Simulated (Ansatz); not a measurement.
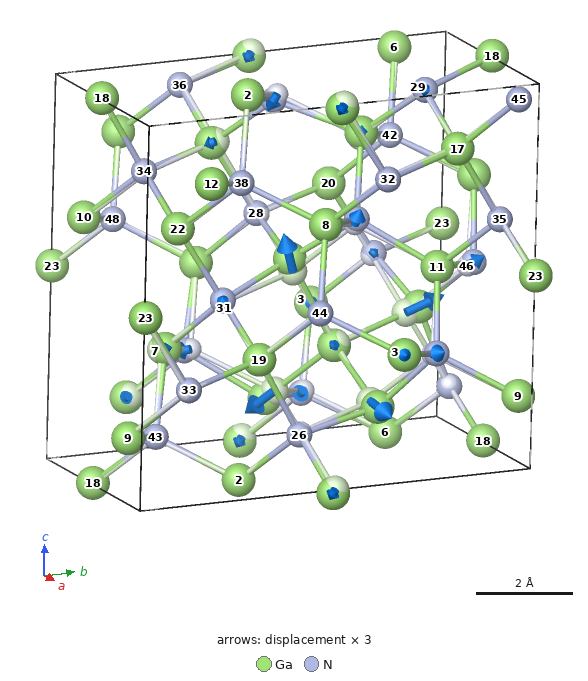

A relaxation of a defect cell of composition Ga25N23. The starting structure is drawn faded, the final one solid; blue arrows show the displacements, magnified 3 times.

A ball-and-stick model of the cell of the calculation (origin shifted), seen slightly off an axis.

Case: Ga on a N site (b), charge +0, atoms relaxed at the host's cell.

All numbers below come from DFT PBE, scalar-relativistic, plane waves, PAW (Ansatz 0.2.0). Set-up: plane-wave cutoff 420 eV; k-point mesh 3 × 3 × 3; occupations gaussian; smearing width 0.01 eV; no spin polarisation; atoms relaxed in a fixed cell; force threshold 0.025 eV/Å; at most 45 steps.

Q: Which element moves most?

A: Gallium: up to 0.32 Å, against 0.15 Å for nitrogen.

Q: What did the optimiser do to the structure, and how much energy did it gain?

A: Over 5 accepted moves (6 points after the start) the energy falls by 4.310 eV per cell of the calculation. The largest force component goes from 7.2 to 0.019 eV/Å. The line search rejected the trial step at point 5 of the run. The largest moves, 0.32 Å, are those of Ga atoms. Largest moves by element: Ga 0.32 Å, N 0.15 Å. The cell stays as it was. Among the contacts that change: Ga–Ga 1.967 → 2.300 Å, Ga–Ga 1.975 → 2.224 Å, Ga–N 1.975 → 1.928 Å, Ga–N 1.967 → 1.943 Å. Among the angles between lasting bonds that change: Ga–Ga–N 109.8° → 99.5°, Ga–Ga–N 109.8° → 100.1°, N–Ga–N 109.2° → 118.6°. Cost: 7 min on 4 threads of Arm Neoverse V1 (shared host), peak memory 3.3 GiB.

Limits of the set-up: the periodic images lie only 8.3 Å apart, so the values are limited by the cell's size.
